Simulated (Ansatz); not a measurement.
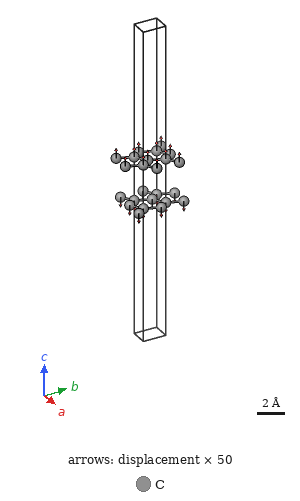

This is a relaxation of crystalline C (set up in P-3m1). The starting structure is drawn; red arrows show the displacements (the part carried along by the change of the cell is left out), magnified 50 times.

Style: ball-and-stick. Shown: the cell of the calculation, slightly off an axis.

Computed with Ansatz, DFT PBE+D3(BJ), scalar-relativistic, plane waves, PAW. (plane-wave cutoff 420 eV; k-point mesh 18 × 18 × 2; occupations gaussian; smearing width 0.1 eV; no spin polarisation; cell and atoms relaxed; force threshold 0.005 eV/Å; at most 80 steps)

Question: Describe the change and its energy.

Answer: After 6 accepted moves (7 points after the start) the energy has fallen by 1.0 meV per atom. Largest force component: 0.0056 eV/Å at the start, 0.00087 eV/Å at the end. The pressure goes from 0.90 to 0.00 GPa. At 1 point the geometry stayed and the basis and grid were re-selected for the new cell (energy shift of 0.1 meV per atom at most each time). The largest moves relative to the cell, 0.017 Å, are those of C atoms. Cell: a = b 2.456 → 2.465 Å (+0.4 %), c 24.134 → 23.922 Å (−0.9 %). Volume −0.1 %. Near-neighbour distances that change, for instance: C–C 1.418 → 1.423 Å. The space group stays P-3m1 (No. 164).
